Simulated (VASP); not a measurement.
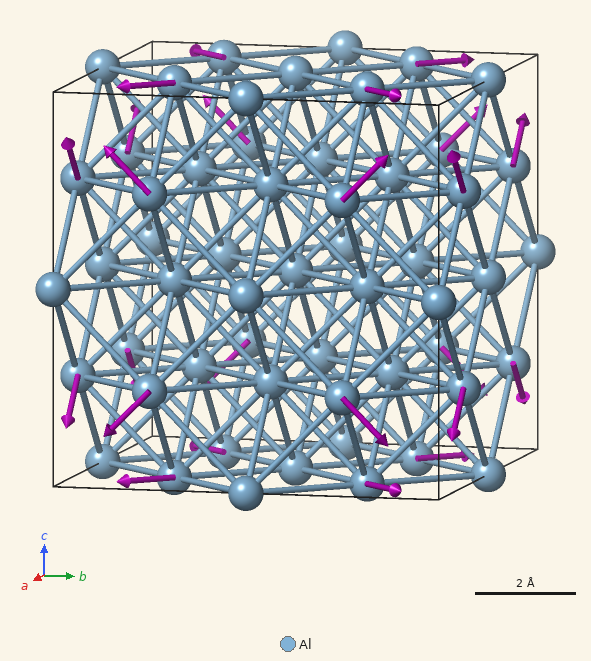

This is a relaxation of a defect cell of composition Al. The starting structure is drawn; purple arrows show the displacements, magnified 30 times.

A ball-and-stick model of the cell of the calculation, seen slightly off an axis.

The run lets the atoms move in a fixed cell.

These are results of Kohn-Sham DFT of a periodic cell, LDA, VASP PAW LDA potentials, recommended (VASP), not measurements.

The input:
```
ALGO = Normal
EDIFF = 1E-6
EDIFFG = -0.01
ENCUT = 320
IBRION = 2
ISIF = 2
ISMEAR = -1
LASPH = T
LCHARG = F
LREAL = F
LWAVE = F
NELM = 60
NSW = 40
PREC = Accurate
SIGMA = 0.05
```

Run as
```bash
cat potpaw_LDA.64/Al/POTCAR > POTCAR
mpirun -np 1 vasp_std > vasp.out
```

What happened in the run?

Over 4 geometry steps the energy falls by 64.7 meV per cell of the calculation. Largest force component: 0.17 eV/Å at the start, 0.0018 eV/Å at the end. The largest moves, 0.045 Å, are those of Al atoms. The cell stays as it was. Near-neighbour distances that change, for instance: Al–Al 2.816 → 2.771 Å, Al–Al 2.816 → 2.861 Å, Al–Al 2.816 → 2.838 Å.

Limits of the set-up: the periodic images lie only 8.0 Å apart, so the values are limited by the cell's size.
